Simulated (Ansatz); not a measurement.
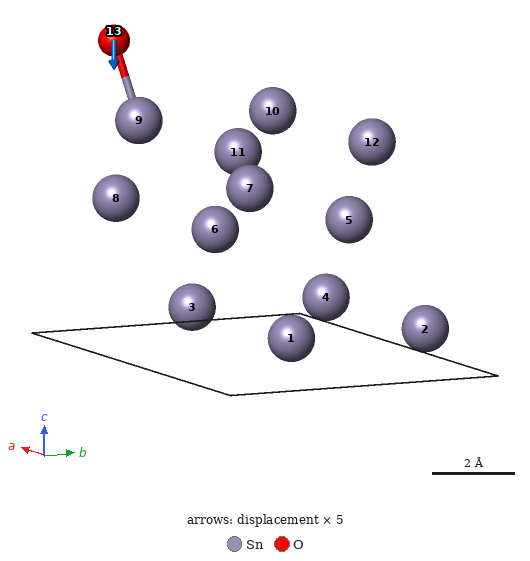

A constrained relaxation of a slab of composition Sn12O (cut from the I4/mmm phase). The starting structure is drawn; blue arrows show the displacements, magnified 5 times.

The picture is a ball-and-stick view of the cell of the calculation, outlined in the plane, without the vacuum, seen from a free direction.

Case: O over the place (1/4, 0/4) of the surface cell, its height relaxed. The slab is the (1 0 1) face of Sn with O on it. 12 atoms are held fixed.

Method: Ansatz 0.2.0, DFT PBE, scalar-relativistic, plane waves, PAW. Set-up: plane-wave cutoff 420 eV; k-point mesh 5 × 5 × 1; occupations gaussian; smearing width 0.1 eV; no spin polarisation; dipole correction; atoms relaxed in a fixed cell; force threshold 0.02 eV/Å; at most 25 steps.

Which element moves most?

Oxygen: up to 0.16 Å, against 0.00 Å for tin.

Describe the change and its energy.

O13 moves most: 0.16 Å along the normal (−c). Sn stays in place. The cell stays as it was. Some distances before and after: Sn9–O13 2.054 → 1.914 Å. The energy falls by 0.180 eV per cell of the calculation in 2 accepted moves (3 points after the start). Largest force component: 2.1 eV/Å at the start, 0.014 eV/Å at the end. 1 step only repeated the SCF at the same geometry.

Limits of the set-up: the periodic images lie only 6.8 Å apart, so the values are limited by the cell's size.
